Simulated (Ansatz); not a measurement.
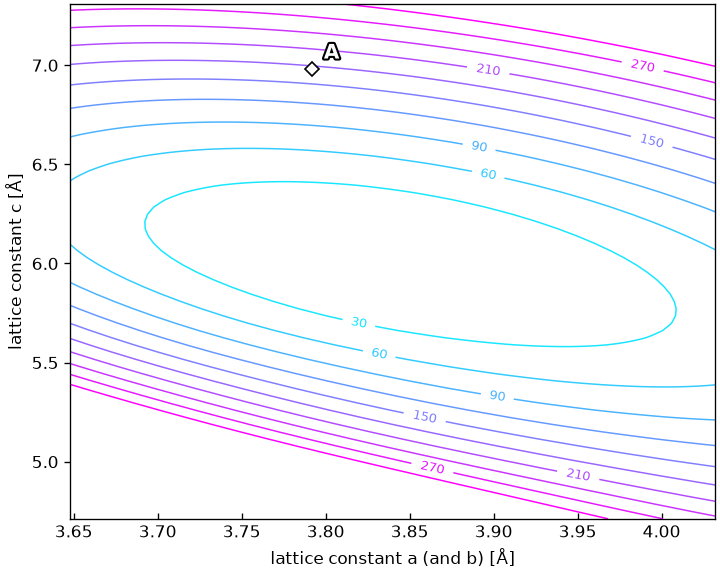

SnSe₂ (P-3m1, No. 164; 3 atoms in the cell). The energy is mapped over the lattice constants a and c of the conventional cell. Coordinates scanned: (1) lattice constant a (and b); (2) lattice constant c. Nothing is relaxed (fractional coordinates fixed). The grid has 9 × 9 points. All energies are given in meV/atom relative to the lowest grid point. The band gap closes in part of the range. Level of theory: DFT PBE+D3(BJ), scalar-relativistic, plane waves, PAW (Ansatz). Settings: cutoff 420 eV, k-mesh 12×12×6 in the order of the run's cell vectors, gaussian smearing 0.03 eV, no spin polarisation.

Drawn: contour lines labelled in meV/atom (none above 300), the point A. Between grid points the surface is interpolated.

### Which way does the force act at A, and how strong is it?

A, at lattice constant a (and b) = 3.792 Å, lattice constant c = 6.984 Å, is not a stationary point. The computed force is 230 meV/atom for each Å towards smaller values of lattice constant a (and b) and 340 meV/atom for each Å towards smaller values of lattice constant c.
